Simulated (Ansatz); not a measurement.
**Pd₁₆H: single-point calculation (part 1 of 2)**

System: Pd₁₆H (defect cell, 17 atoms in the cell).
Method: DFT, PBEsol, plane waves, PAW, no spin polarisation (Ansatz 0.2.0).

The structure derives from a Materials Project entry.

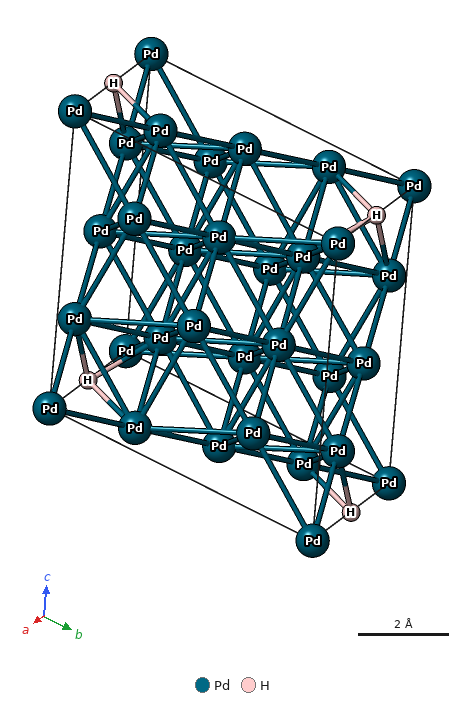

**Figure 1.** The structure (ball-and-stick view of the cell of the calculation, seen slightly off an axis). Near neighbours in the crystal (not all of them lie inside the picture): Pd has 12 Pd at 2.72 to 2.74 Å; Pd has 1 H at 1.95 to 1.98 Å and 12 Pd at 2.72 to 2.78 Å; H has 6 Pd at 1.95 to 1.98 Å.

### Key numbers

| quantity | value |
| --- | --- |
| outcome | converged |
| electrons treated | 289 |
| free energy | −110522.3514 eV |
| Fermi energy | 20.197 eV |
| gap on the k-point mesh | none (metallic) |
| largest force (length of the vector) | 0.009 eV/Å |
| hardware | 4 threads of Intel Xeon (Granite Rapids), 192 GiB of memory available, shared host |
| wall time | 26 s (CPU time 99 s) |
| peak memory | 1.6 GiB |

### Remarks

Settings chosen away from the usual ones: scf.mixing.algorithm set to msr1; scf.mixing.beta set to 0.9; scf.mixing.ndim set to 2.

### Input
```yaml
crystal:
  lattice:
    - [3.8750461852, 3.8750461852, 3.8750461852]
    - [3.8750461852, -3.8750461852, -3.8750461852]
    - [-3.8750461852, 3.8750461852, -3.8750461852]
  atoms:
    - { symbol: Pd, position: [0.0006848318, 0.7509249963, 0.2497139817] }
    - { symbol: Pd, position: [0.2476226675, 0.7478480967, -0.0002596217] }
    - { symbol: Pd, position: [0.0006660003, 0.5009027568, 0.4997348473] }
    - { symbol: Pd, position: [0.5006188616, 0.7477024905, 0.7465986078] }
    - { symbol: Pd, position: [0.2506856398, 0.5009291046, 0.2497194695] }
    - { symbol: Pd, position: [0.7506610499, 0.7509054491, 0.4997185347] }
    - { symbol: Pd, position: [0.5006583497, 0.5009056624, -0.0002724894] }
    - { symbol: Pd, position: [0.000684863, 0.2509347236, 0.7497236736] }
    - { symbol: Pd, position: [0.2506599038, 0.2509044723, 0.499718385] }
    - { symbol: Pd, position: [0.7506968356, 0.5009295972, 0.7497301676] }
    - { symbol: Pd, position: [0.0006662139, 0.0008952483, -0.0002726412] }
    - { symbol: Pd, position: [0.5006188838, 0.2539816243, 0.2528776652] }
    - { symbol: Pd, position: [0.7538717027, 0.2540975977, -0.000260147] }
    - { symbol: Pd, position: [0.2474483426, 0.0008441663, 0.7465700117] }
    - { symbol: Pd, position: [0.5006583291, 0.0008949356, 0.4997166149] }
    - { symbol: Pd, position: [0.7537256398, 0.0008447058, 0.2528467162] }
    - { symbol: H, position: [0.5020126464, 0.0026659677, -0.0007521793] }
basis:
  ecutwfc: 420
  xc_grid: 2
kpoints:
  mp_grid: { grid: [4, 4, 4], shift: [0.5, 0.5, 0.5] }
hamiltonian:
  xc: pbesol
scf:
  occupations: { method: gaussian, width: 0.1 }
  mixing: { algorithm: msr1, beta: 0.9, ndim: 2 }
output:
  forces: true
  eigenvalues: true
```

Launched with:
```bash
ansatz run input.yaml --threads 4 --pin off --max-ram 10240MiB --backend cpu --events-out ev --progress --plain --runs-dir out
```

### Output
```
Engine: ansatz 0.2.0, x86_64-unknown-linux-gnu
Pseudopotentials: kind: paw
Pseudopotential: Pd, paw, valence charge 18, recommended cutoff 420 eV (normal), Pd.paw.azcp
Pseudopotential: H, paw, valence charge 1, recommended cutoff 420 eV (normal), H.paw.azcp
Functional definition: PBEsol
  exchange = pbesol_x
  correlation = pbesol_c
Crystal: 17 atoms, lattice volume = 232.751 Å³
Basis set: ecut = 420 eV, 4537 PW (Γ), exchange–correlation on 90×90×90 points (8 copies of the dense FFT grid, shifted against one another)
Bands: 174, of which v1, the nominal top of the filled ones, is band 145 counted from 1 (144 counted from 0)
Symmetry: 1 space group operations
Space group: P1 (ITA 1), of the structure as read, at distance tolerance 6.2e-5 Å
k-points: 32 of 64 (time reversal used)
Non-local potential: Pd, projectors of the file, l = 0: 2, l = 1: 2, l = 2: 2, l = 3: 1
Non-local potential: H, projectors of the file, l = 0: 2, l = 1: 1
PAW form: soft (Blöchl's): semilocal exchange-correlation on the pseudo side does not see the compensation charge
PAW frozen core: Pd, regenerated for the run's functional, and the local potential with it (the file was generated under x = pbe(κ = 0.804, μ = 0.2195149727645171), c = pbe(β = 0.06672455060314922))
PAW one-centre angular grid: Pd, 590 points (default); XC on 64 Gauss nodes
PAW one-centre angular grid: H, 110 points (default); XC on 64 Gauss nodes
Initial density: superposition of atomic densities (neutral atoms: chi_scale 0, normalization atom), corrected by the library's trained network
Initial wavefunctions: pseudopotential atomic-orbital guess
Functional: x = pbesol(κ = 0.804, μ = 0.12345679012345678), c = pbesol(β = 0.046)
SCF iter   1: F=—  HF=-110522.393651 eV  |F-HF|=—  |Δ(HF+E_count)|=         —  Δρ=9.45e-3  dr2=1.61e-1  ethr=1.77e-3  ⟨swp⟩=5.0  Hψ=19588  notcnv=0  defer=293
preconditioner: auto → Kerker (q_TF=auto, 2.829 Å⁻¹)  [metal: Δε(μ)=0.040 eV  Ē_g=8.857 eV  σ=0.100 eV  W_gap=0.22  n_scr=86 (ndim 2)  ℏωp=30.9 eV  f_vac=0.000  D(μ)=39.06/eV (n_scr^D=674)]
SCF iter   2: F=—  HF=-110522.361424 eV  |F-HF|=—  |Δ(HF+E_count)|=   3.22e-2  Δρ=5.12e-3  dr2=6.28e-2  ethr=5.57e-5  ⟨swp⟩=2.0  Hψ=10281  notcnv=0  defer=602
SCF iter   3: F=—  HF=-110522.354588 eV  |F-HF|=—  |Δ(HF+E_count)|=   6.84e-3  Δρ=3.25e-3  dr2=3.36e-2  ethr=2.17e-5  ⟨swp⟩=2.0  Hψ=7952  notcnv=0  defer=602
SCF iter   4: F=—  HF=-110522.352035 eV  |F-HF|=—  |Δ(HF+E_count)|=   2.55e-3  Δρ=1.04e-3  dr2=3.51e-3  ethr=1.16e-5  ⟨swp⟩=2.4  Hψ=6438  notcnv=0  defer=602
SCF iter   5: F=—  HF=-110522.351782 eV  |F-HF|=—  |Δ(HF+E_count)|=   2.54e-4  Δρ=4.03e-4  dr2=6.64e-4  ethr=1.22e-6  ⟨swp⟩=1.0  Hψ=4928  notcnv=0  defer=602
SCF iter   6: F=—  HF=-110522.351792 eV  |F-HF|=—  |Δ(HF+E_count)|=   1.01e-5  Δρ=4.08e-4  dr2=5.59e-4  ethr=2.30e-7  ⟨swp⟩=2.1  Hψ=6633  notcnv=0  defer=602
SCF iter   7: F=—  HF=-110522.351757 eV  |F-HF|=—  |Δ(HF+E_count)|=   3.41e-5  Δρ=1.62e-4  dr2=9.59e-5  ethr=1.93e-7  ⟨swp⟩=2.3  Hψ=5965  notcnv=0  defer=602
SCF iter   8: F=—  HF=-110522.351364 eV  |F-HF|=—  |Δ(HF+E_count)|=   3.94e-4  Δρ=8.47e-5  dr2=3.40e-5  ethr=3.32e-8  ⟨swp⟩=2.0  Hψ=5548  notcnv=0  defer=602
SCF iter   9: F=—  HF=-110522.351362 eV  |F-HF|=—  |Δ(HF+E_count)|=   2.37e-6  Δρ=5.69e-5  dr2=1.13e-5  ethr=1.18e-8  ⟨swp⟩=1.9  Hψ=4956  notcnv=0  defer=602
SCF iter  10: F=—  HF=-110522.351360 eV  |F-HF|=—  |Δ(HF+E_count)|=   1.19e-6  Δρ=3.97e-5  dr2=8.29e-6  ethr=3.91e-9  ⟨swp⟩=2.4  Hψ=6440  notcnv=0  defer=602
SCF iter  11: F=—  HF=-110522.351360 eV  |F-HF|=—  |Δ(HF+E_count)|=   5.79e-7  Δρ=3.42e-5  dr2=3.89e-6  ethr=2.87e-9  ⟨swp⟩=2.0  Hψ=7365  notcnv=0  defer=602
SCF iter  12: F=—  HF=-110522.351359 eV  |F-HF|=—  |Δ(HF+E_count)|=   2.94e-7  Δρ=2.65e-5  dr2=3.23e-6  ethr=1.35e-9  ⟨swp⟩=2.0  Hψ=7493  notcnv=0  defer=602
SCF iter  13: F=—  HF=-110522.351359 eV  |F-HF|=—  |Δ(HF+E_count)|=   2.28e-7  Δρ=1.22e-5  dr2=7.14e-7  ethr=1.12e-9  ⟨swp⟩=1.0  Hψ=4928  notcnv=0  defer=602
SCF iter  14: F=—  HF=-110522.351359 eV  |F-HF|=—  |Δ(HF+E_count)|=   7.21e-8  Δρ=1.30e-5  dr2=6.70e-7  ethr=2.47e-10  ⟨swp⟩=2.0  Hψ=7487  notcnv=0  defer=602
SCF iter  15: F=—  HF=-110522.351359 eV  |F-HF|=—  |Δ(HF+E_count)|=   1.20e-8  Δρ=1.41e-5  dr2=6.59e-7  ethr=2.32e-10  ⟨swp⟩=2.0  Hψ=7016  notcnv=0  defer=602
SCF iter  16: F=-110522.351359 eV  HF=-110522.351359 eV  |F-HF|=4.84e-8  |Δ(HF+E_count)|=   5.38e-8  Δρ=3.57e-6  dr2=6.13e-8  ethr=3.46e-11  ⟨swp⟩=6.9  Hψ=22065  notcnv=0
SCF 1 converged in 16 iterations: F = -110522.351359 eV  dr2 = 6.13e-8
  greatest PAW one-centre occupation: 0.999 electrons in one spin orbital (limit 2), on the Pd atom at site 12 (counted from 0), in its partial waves of l = 0
```

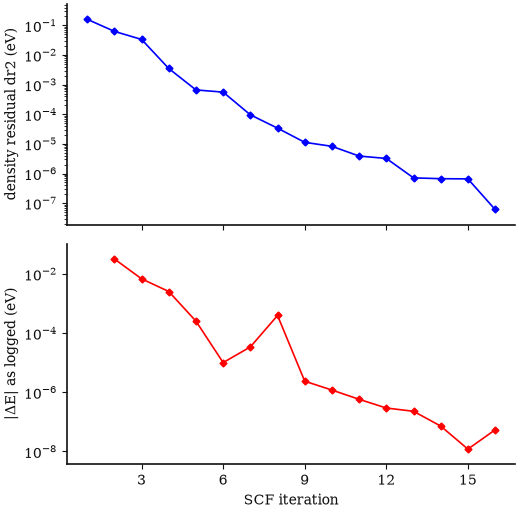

**Figure 2.** Convergence of the self-consistent field: density residual dr2 and size of the energy change against the SCF iteration. The residual falls at every step.

```
SCF converged after 16 iterations
Free energy (F): -110522.351359 eV
Harris-Foulkes:  -110522.351359 eV  (|F-HF|=4.84e-8)
Internal energy: -110522.160035 eV  (E = F + TS)
E sigma→0 (E₀):  -110522.255697 eV
Entropy (-TS):   -0.191324 eV (-11.254 meV/atom)
Fermi energy:    20.197230 eV
--- Per-component energies (eV) ---
  E_band       = -2091.647177
  E_kinetic    = 8237.832602
  E_local      = -27590.856069  (includes V_loc(G=0)·N_el)
  E_nonlocal   = 3510.029153
  E_hartree    = 11211.191020
  E_xc         = -2696.429461
  E_vxc        = -3396.589312  (∫ρ·V_xc dr)
  E_paw        = -58958.201425  (= ΣΔE_a)
  E_vpaw       = -5274.450532  (= ΣTr[D̂ρ^β])
  E_aug_tail   = 0.003059  (compensation charges beyond the density's cutoff)
  E_ewald      = -44240.569299
  E_core_change = 4.840386  (= ΣΔE_core)
  E_smearing   = -0.191324  (= −TS)
  E_closure    = -0.000000  (closes the sum)
  Σ components = -110522.351359   (vs F -110522.351359, Δ=0.00e0)
--- Forces (eV/Å), atoms counted from 1 ---
  atom   1  Pd     0.00033120    -0.00011058    -0.00018185
  atom   2  Pd     0.00043172    -0.00017015     0.00001107
  atom   3  Pd     0.00042226    -0.00012773     0.00002847
  atom   4  Pd     0.00096198    -0.00015216    -0.00065575
  atom   5  Pd     0.00033854     0.00005694     0.00000776
  atom   6  Pd     0.00035771    -0.00012058     0.00000703
  atom   7  Pd     0.00056528    -0.00022306    -0.00010647
  atom   8  Pd     0.00033021    -0.00011081     0.00020509
  atom   9  Pd     0.00040576    -0.00009933     0.00000867
  atom  10  Pd     0.00032467    -0.00037873     0.00000795
  atom  11  Pd     0.00043221    -0.00011826    -0.00000418
  atom  12  Pd     0.00096240    -0.00015059     0.00067142
  atom  13  Pd     0.00078297    -0.00010708     0.00000725
  atom  14  Pd     0.00094644     0.00049962     0.00001072
  atom  15  Pd     0.00057688    -0.00023416     0.00013259
  atom  16  Pd     0.00096392    -0.00071997     0.00000927
  atom  17  H     -0.00913231     0.00226648    -0.00015928
  max |Σ_I F_I| component: 1.83e-6 eV/Å
--- Band table (eV; the first three rows and the last of 32) ---
```
